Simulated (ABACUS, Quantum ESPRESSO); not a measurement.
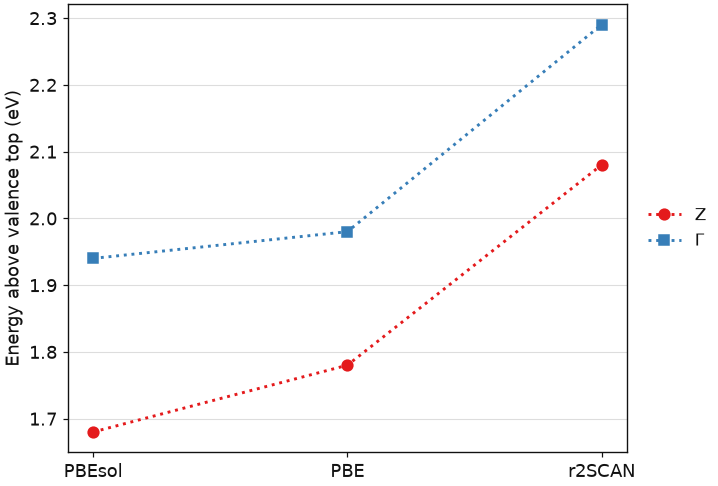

Lowest conduction level at each named k point, counted from the valence-band top at Γ, by several methods on one cell of SnO, space group P4/nmm, 4 atoms in the cell; a = 3.888 Å, c = 4.983 Å (tetragonal axes). All runs are without spin-orbit coupling and carry no moments. The smallest gap lies off these points.

How do the methods rank at Z?

From low to high: PBEsol 1.68, PBE 1.78, r2SCAN 2.08 eV.

Do the methods agree on which of these conduction levels is lowest?

Yes: all put it at Z.

```
method           program  Z (eV)  Γ (eV)
PBEsol  Quantum ESPRESSO    1.68    1.94
   PBE  Quantum ESPRESSO    1.78    1.98
r2SCAN            ABACUS    2.08    2.29
```

Settings. PBEsol: GBRV 1.5 PBEsol, 7×7×6 k mesh, 925 eV cutoff, Fermi-Dirac smearing of 0.05 eV (Quantum ESPRESSO 7.5). PBE: SSSP 1.3 efficiency PBE, 7×7×6 k mesh, 816 eV cutoff, Fermi-Dirac smearing of 0.05 eV (Quantum ESPRESSO 7.5). r2SCAN: SG15 ONCV 1.2 PBE, 4×4×4 k mesh, 1320 eV cutoff, Fermi-Dirac smearing of 0.05 eV (ABACUS 3.10.1).

These are three of the 4 methods that were run on this cell. The runs come from different programs and meshes, which adds differences of its own. LDA, GGA and most meta-GGA functionals understate gaps. The usual form of SnO is litharge (tetragonal). r2SCAN: the potentials were made for another functional. Over all k points computed the smallest gap is 0.56 eV in PBEsol, 0.58 eV in PBE and 0.75 eV in r2SCAN, and a mesh with an odd division can miss a smaller one.
